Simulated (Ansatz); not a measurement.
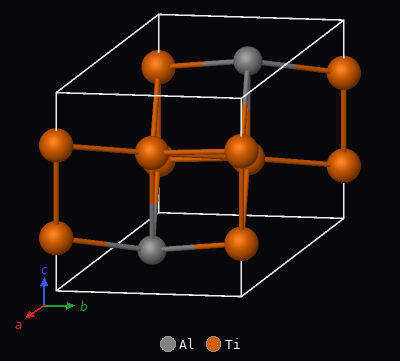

Ti2Al, space group P-3m1 (No. 164), a = 4.492 Å, b = 4.492 Å, c = 5.559 Å, α = 90.00°, β = 90.00°, γ = 120.00°

```csv
site,Wyckoff,x,y,z
Al,2d,0.3333,0.6667,0.9164
Ti1,2c,0.0000,0.0000,0.2663
Ti2,2d,0.3333,0.6667,0.4262
```

Source: coordinates from a relaxation with DFT PBEsol, scalar-relativistic, plane waves, PAW in Ansatz 0.2.0.

**Compute the Voronoi cell of each site (no radii): faces and volume.**

| site | faces above 1 % of the sphere | volume (Å³) | solid angle by neighbour (%) |
| --- | --- | --- | --- |
| Al | 14 | 16.52 | Ti 69 Al 31 |
| Ti1 | 14 | 16.19 | Ti 60 Al 40 |
| Ti2 | 14 | 15.86 | Ti 71 Al 29 |

Weighted by multiplicity the volumes add up to the cell volume, 97.1 Å³.

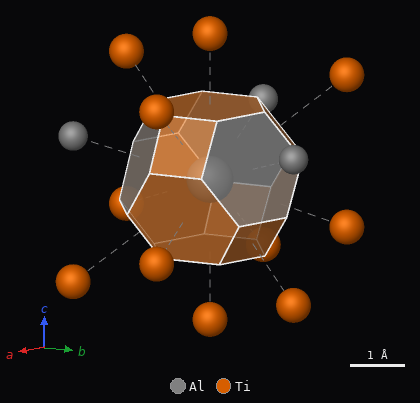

The computed Voronoi cell of Al, with the neighbours that bound it.
